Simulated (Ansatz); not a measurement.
A series of calculations on Al2Cu

**1. Relaxation**

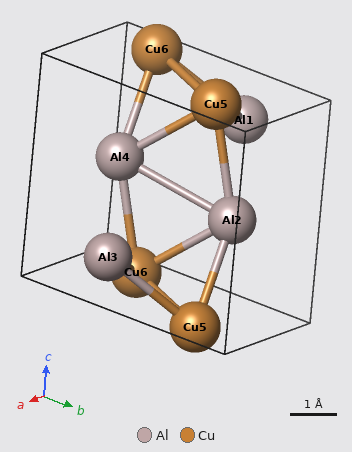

Solid Al2Cu (set up in I4/mcm), before the relaxation. A ball-and-stick model of the cell of the calculation, seen slightly off an axis.

The calculation used DFT PBEsol, scalar-relativistic, plane waves, PAW in Ansatz.

The input:
```yaml
crystal:
  lattice:
    - [-3.0335, 3.0335, 2.4385]
    - [3.0335, -3.0335, 2.4385]
    - [3.0335, 3.0335, -2.4385]
  atoms:
    - { symbol: Al, position: [0.1581, 0.6581, 0.8162] }
    - { symbol: Al, position: [0.6581, 0.8419, 0.5] }
    - { symbol: Al, position: [0.8419, 0.3419, 0.1838] }
    - { symbol: Al, position: [0.3419, 0.1581, 0.5] }
    - { symbol: Cu, position: [0.75, 0.75, 0.0] }
    - { symbol: Cu, position: [0.25, 0.25, 0.0] }
basis:
  ecutwfc: 420
kpoints:
  mp_grid: { grid: [10, 10, 10] }
hamiltonian:
  xc: pbesol
scf:
  occupations: { method: gaussian, width: 0.1 }
output:
  forces: true
  stress: true
  eigenvalues: true
  write_density: true
  write_potential: true
  elf: true
  volumetric_format: npy
relax:
  adjacent_minimum: "off"
  f_tol: 0.005
  max_steps: 80
  cell: { stress_tol: 0.05 }
```

Command:
```bash
ansatz run input.yaml --threads 4 --pin off --max-ram 10240MiB --backend cpu --events-out ev --progress --plain --runs-dir out
```

Q: What does the optimiser find from here?

A: The energy falls by 37.2 meV per cell of the calculation in 3 accepted moves (4 points after the start). The largest force component goes from 0.069 to 0.00034 eV/Å. The pressure goes from −3.56 to −0.01 GPa. The SCF was repeated once at an unchanged geometry on a basis and grid sized afresh for the cell, which shifted the energy by 1.0 meV per cell of the calculation at most. The largest moves relative to the cell, 0.010 Å, are those of Al1, Al2, Al3 and Al4. Al4 goes along [−1 1 0]. Cu stays in place. Cell: a = b = c 4.935 → 4.877 Å (−1.2 %), γ 120.8° → 120.7°. Volume −3.4 %. Some distances before and after: Al1–Al3 2.904 → 2.862 Å, Al1–Cu5 2.590 → 2.557 Å, Cu5–Cu6 2.438 → 2.414 Å, Al1–Al3 (another image) 2.713 → 2.701 Å. The space group stays I4/mcm (No. 140). Cost: 12 s on 4 threads of Intel(R) Xeon(R) Platinum 8488C (Sapphire Rapids), on a shared host, peak memory 0.65 GiB.

Step by step:

```csv
step,"E − E(0), meV/atom","largest force component, eV/Å","pressure, GPa","volume, Å³/atom",note
0,0.00,0.0695,-3.56,14.960,
1,-5.94,0.0454,-0.76,14.548,
2,-6.37,0.0010,0.06,14.442,
3,-6.37,0.0004,0.00,14.450,
4,-6.21,0.0003,-0.01,14.450,"same geometry, new basis"
```

The end point in the same view:

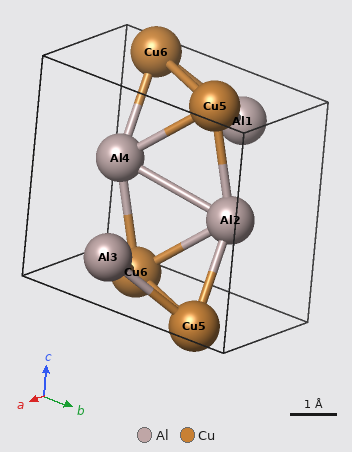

**2. Relaxation**

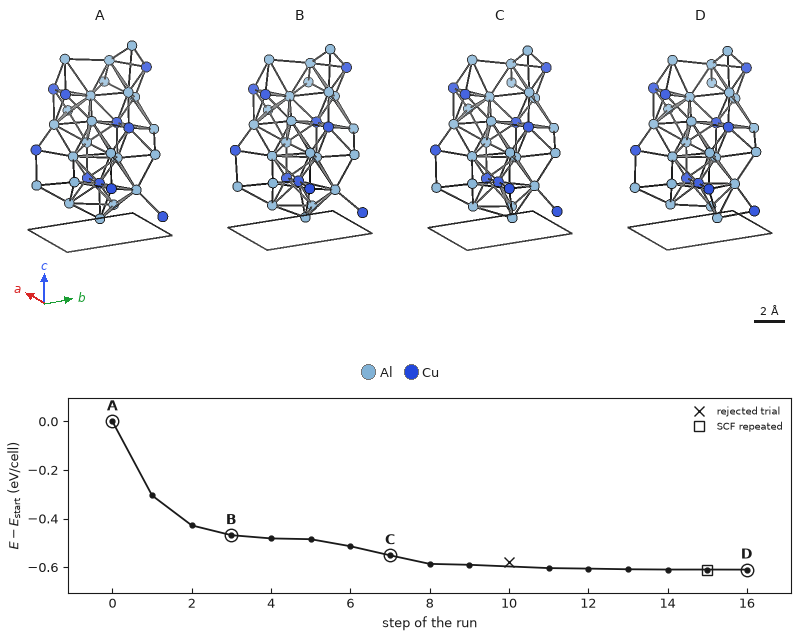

Frames of a relaxation of a slab of composition Al2Cu (cut from the I4/mcm phase), marked on the history of the run. The picture is a ball-and-stick view of the cell of the calculation, outlined in the plane, without the vacuum (origin shifted), seen from a free direction.

Case: (2 1 1) slab, atoms relaxed. The slab is the (2 1 1) face of Al2Cu.

All numbers below come from DFT PBEsol, scalar-relativistic, plane waves, PAW (Ansatz 0.2.0).

Input
```yaml
crystal:
  lattice:
    - [4.8770547107, 0.0, 0.0]
    - [-1.2927004758, 7.5864558207, 0.0]
    - [0.0, 0.0, 26.3948762971]
  atoms:
    - { symbol: Al, position: [0.915446308, 0.1976047948, 0.2841460561] }
    - { symbol: Cu, position: [0.5413528716, 0.6560146537, 0.292196548] }
    - { symbol: Cu, position: [0.2355881193, 0.4266910894, 0.3365860947] }
    - { symbol: Al, position: [0.8614946828, 0.8851009483, 0.3446365867] }
    - { symbol: Al, position: [0.4148238464, 0.1407778635, 0.3568241655] }
    - { symbol: Al, position: [0.7505876399, 0.4832807512, 0.3607375706] }
    - { symbol: Al, position: [0.3039168034, 0.7389576663, 0.3729251494] }
    - { symbol: Cu, position: [0.929823367, 0.1973675252, 0.3809756414] }
    - { symbol: Cu, position: [0.6240586147, 0.968043961, 0.425365188] }
    - { symbol: Al, position: [0.2499651782, 0.4264538199, 0.43341568] }
    - { symbol: Al, position: [0.8032943418, 0.6821307351, 0.4456032588] }
    - { symbol: Al, position: [0.1390581353, 0.0246336227, 0.4495166639] }
    - { symbol: Al, position: [0.6923872988, 0.2803105379, 0.4617042427] }
    - { symbol: Cu, position: [0.3182938624, 0.7387203968, 0.4697547347] }
    - { symbol: Cu, position: [0.0125291101, 0.5093968326, 0.5141442814] }
    - { symbol: Al, position: [0.6384356736, 0.9678066914, 0.5221947733] }
    - { symbol: Al, position: [0.1917648372, 0.2234836066, 0.5343823522] }
    - { symbol: Al, position: [0.5275286307, 0.5659864943, 0.5382957573] }
    - { symbol: Al, position: [0.0808577942, 0.8216634094, 0.5504833361] }
    - { symbol: Cu, position: [0.7067643578, 0.2800732683, 0.558533828] }
    - { symbol: Cu, position: [0.4009996055, 0.0507497041, 0.6029233747] }
    - { symbol: Al, position: [0.0269061691, 0.509159563, 0.6109738667] }
    - { symbol: Al, position: [0.5802353326, 0.7648364782, 0.6231614455] }
    - { symbol: Al, position: [0.9159991261, 0.1073393658, 0.6270748506] }
    - { symbol: Al, position: [0.4693282896, 0.363016281, 0.6392624294] }
    - { symbol: Cu, position: [0.0952348532, 0.8214261399, 0.6473129214] }
    - { symbol: Cu, position: [0.7894701009, 0.5921025757, 0.6917024681] }
    - { symbol: Al, position: [0.4153766645, 0.0505124346, 0.69975296] }
    - { symbol: Al, position: [0.968705828, 0.3061893497, 0.7119405389] }
    - { symbol: Al, position: [0.3044696215, 0.6486922374, 0.7158539439] }
basis:
  ecutwfc: 420
kpoints:
  mp_grid: { grid: [7, 5, 1] }
hamiltonian:
  xc: pbesol
scf:
  occupations: { method: gaussian, width: 0.1 }
output:
  forces: true
  eigenvalues: true
  write_density: true
  write_potential: true
  elf: true
  volumetric_format: npy
relax:
  adjacent_minimum: "off"
  f_tol: 0.02
  max_steps: 60
efield:
  axis: 3
  dipole_correction: true
  ramp_width: 0.04
```

Run as
```bash
ansatz run input.yaml --threads 4 --pin off --max-ram 10240MiB --backend cpu --events-out ev --progress --plain --runs-dir out
```

### Describe the path.

Over 14 accepted moves (16 points after the start) the energy falls by 0.610 eV per cell of the calculation. Largest force component: 0.83 eV/Å at the start, 0.0077 eV/Å at the end. The line search rejected the trial step at point 10 of the run. 1 step only repeated the SCF at the same geometry. The atom that moves furthest relative to the layer's centre is Al1 (1.20 Å at 82° to the normal (+c side)). By element the largest moves are Al 1.20 Å, Cu 0.73 Å. The lattice vectors keep their values. Among the contacts that change: Al1–Cu2 4.240 → 2.575 Å, Al1–Al4 2.862 → 3.523 Å, Al1–Al6 3.188 → 2.608 Å, Al24–Al28 3.078 → 3.600 Å. Bond angles that change, for instance: Cu2–Al4–Al7 107.5° → 86.8°, Cu2–Al6–Cu3 111.9° → 92.3°, Cu27–Al30–Al29 103.7° → 122.6°. Cost: 19 min on 4 threads of Intel(R) Xeon(R) Platinum 8488C (Sapphire Rapids), with other jobs on the host, peak memory 4.1 GiB. From step 0 to 3: Al1 moves most (0.42 Å), energy −0.468 eV per cell of the calculation. From step 3 to 7: Al1 moves most (0.47 Å), energy −82.8 meV per cell of the calculation. From step 7 to 16: Al1 moves most (0.34 Å), energy −58.9 meV per cell of the calculation.

**3. A change**

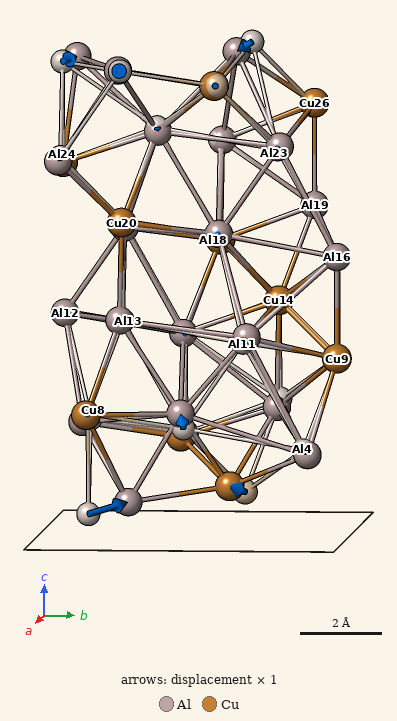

A (2 1 1) slab of Al2Cu as cut from the relaxed bulk, drawn pale, and a changed version of it, drawn solid. The blue arrows show how the atoms are displaced, at true length. Style: ball-and-stick. Shown: the cell of the calculation, outlined in the plane, without the vacuum, slightly off an axis.

Computed with Ansatz, DFT PBEsol, scalar-relativistic, plane waves, PAW. Set-up: plane-wave cutoff 420 eV; occupations gaussian; smearing width 0.1 eV; no spin polarisation. The k-mesh is chosen for each cell (7×5×15, 7×5×1).

**What was done to the structure, and with what result?**

The atoms of the slab are relaxed at the bulk's in-plane cell. The surface energy (mean of the two faces) falls from 1.80 to 1.66 J/m². The top spacing, between the Al2 and AlCu planes, goes from 0.48 to 0.29 Å (−39.6 %), the bottom one (AlCu to AlCu) from 1.38 to 1.09 Å (−21.4 %). The top plane rumples by 0.09 Å. The cell stays as it was. The largest move relative to the layer's centre is that of an Al atom, 1.20 Å at 82° to the normal (+c side). Largest moves by element: Al 1.20 Å, Cu 0.73 Å. Near-neighbour distances before and after: Al–Cu 4.240 → 2.575 Å, Al–Al 3.078 → 2.679 to 3.750 Å, Al–Al 2.862 → 2.766 to 3.523 Å, Al–Al 3.188 → 2.608 to 3.144 Å.
